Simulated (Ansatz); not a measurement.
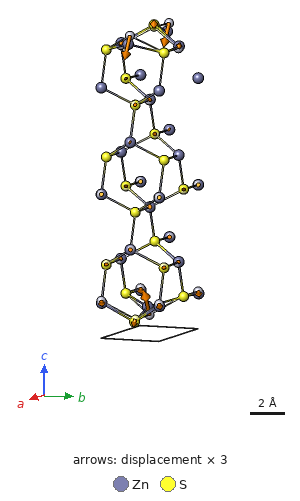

This is a relaxation of a slab of composition Zn12S12. The starting structure is drawn faded, the final one solid; orange arrows show the displacements, magnified 3 times.

The picture is a ball-and-stick view of the cell of the calculation, outlined in the plane, without the vacuum (origin shifted), seen slightly off an axis.

All numbers below come from Ansatz, DFT, PBEsol, PAW, plane waves.

Input
```yaml
crystal:
  lattice:
    - [0.000000, 0.000000, 6.207643]
    - [3.782247, 0.000000, 0.000000]
    - [0.000000, 30.469453, 0.000000]
  atoms:
    - { symbol: Zn, position: [0.997255, 0.998323, 0.250358] }
    - { symbol: Zn, position: [0.000330, 0.507032, 0.356743] }
    - { symbol: Zn, position: [0.004700, 0.998404, 0.464707] }
    - { symbol: Zn, position: [0.997914, 0.491482, 0.572059] }
    - { symbol: Zn, position: [0.996376, 0.000224, 0.678611] }
    - { symbol: Zn, position: [0.998977, 0.496058, 0.785168] }
    - { symbol: Zn, position: [0.498376, 0.494975, 0.212967] }
    - { symbol: Zn, position: [0.503159, 0.993085, 0.320475] }
    - { symbol: Zn, position: [0.504651, 0.499034, 0.429293] }
    - { symbol: Zn, position: [0.499072, 0.997058, 0.536253] }
    - { symbol: Zn, position: [0.500292, 0.494482, 0.642902] }
    - { symbol: Zn, position: [0.497815, 0.996751, 0.750433] }
    - { symbol: S, position: [0.370889, 0.993690, 0.250564] }
    - { symbol: S, position: [0.367131, 0.492894, 0.356181] }
    - { symbol: S, position: [0.373630, 0.002473, 0.463260] }
    - { symbol: S, position: [0.374491, 0.509607, 0.571875] }
    - { symbol: S, position: [0.371710, 0.007744, 0.679219] }
    - { symbol: S, position: [0.371319, 0.487092, 0.786294] }
    - { symbol: S, position: [0.876498, 0.506711, 0.214015] }
    - { symbol: S, position: [0.876770, 0.000512, 0.321852] }
    - { symbol: S, position: [0.872512, 0.503783, 0.427391] }
    - { symbol: S, position: [0.869239, 0.994079, 0.536142] }
    - { symbol: S, position: [0.874562, 0.494524, 0.644026] }
    - { symbol: S, position: [0.872012, 0.001051, 0.751811] }
kpoints:
  mp_grid: { grid: [4, 6, 1] }
hamiltonian:
  xc: pbesol
scf:
  occupations: { method: fermi_dirac, width: 0.01 }
relax:
  f_tol: 0.03
  max_steps: 80
  escape_saddle: false
  adjacent_minimum: "off"
output:
  forces: true
  eigenvalues: true
  populations: true
```

Command:
```bash
ansatz run in.yaml --threads 8 --pin off --max-ram 118750MiB --runs-dir r --events-out ev --progress --plain --backend cuda --devices 0, --max-vram 170GiB
```

Which element moves most?

Zinc: up to 0.63 Å, against 0.20 Å for sulfur.

Describe the change and its energy.

Over 5 geometry steps the energy falls by 1.199 eV per cell of the calculation. The largest force component goes from 1.4 to 0.014 eV/Å. Zn7 moves most relative to the layer's centre: 0.63 Å at 31° to the normal (+c side). By element the largest moves are Zn 0.63 Å, S 0.20 Å. The lattice vectors keep their values. Among the contacts that change: Zn7–S19 2.348 → 2.195 Å, Zn6–S18 2.312 → 2.195 Å, Zn7–S13 2.352 → 2.276 Å, Zn8–S13 2.283 → 2.351 Å. Among the angles between lasting bonds that change: Zn7–S13–Zn8 109.5° → 94.2°, Zn7–S13–Zn8 109.5° → 94.2°, S13–Zn7–S19 108.4° → 123.3°.
